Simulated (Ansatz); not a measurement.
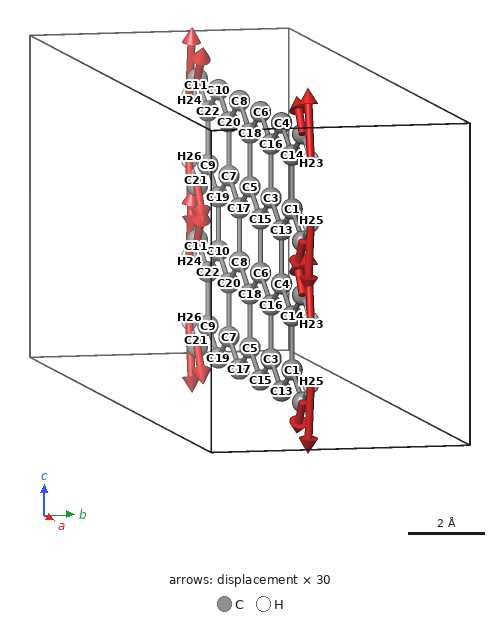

This is a relaxation of a wire of composition H2C11. The starting structure is drawn; red arrows show the displacements (the part carried along by the change of the cell is left out), magnified 30 times.

The picture is a ball-and-stick view of the 2 repeat of the cell, with the vacuum cut short, seen slightly off an axis.

Case: armchair ribbon, 11 formula units a period, edges capped with H.

All numbers below come from DFT PBE, scalar-relativistic, plane waves, PAW in Ansatz. Set-up: plane-wave cutoff 420 eV; k-point mesh 1 × 1 × 8; occupations gaussian; smearing width 0.05 eV; no spin polarisation; cell relaxed at fixed a, b, alpha, beta, gamma; force threshold 0.02 eV/Å; at most 45 steps.

> Atoms of which element are displaced furthest, and by how much?

Hydrogen: up to 0.063 Å, against 0.039 Å for carbon.

> What did the optimiser do to the structure, and how much energy did it gain?

The energy falls by 0.206 eV per cell of the calculation in 4 accepted moves (5 points after the start). The largest force component goes from 2.2 to 0.014 eV/Å. The SCF was repeated once at an unchanged geometry on a basis and grid sized afresh for the cell, which shifted the energy by 2.1 meV per cell of the calculation at most. The largest moves relative to the layer's centre, 0.063 Å, are those of H atoms. Largest moves by element: H 0.063 Å, C 0.039 Å. Along the periodic axis the drawn cell goes c 8.544 → 8.574 Å (+0.3 %). Some distances before and after: C–C 1.424 → 1.368 Å, C–C 1.424 → 1.429 Å.
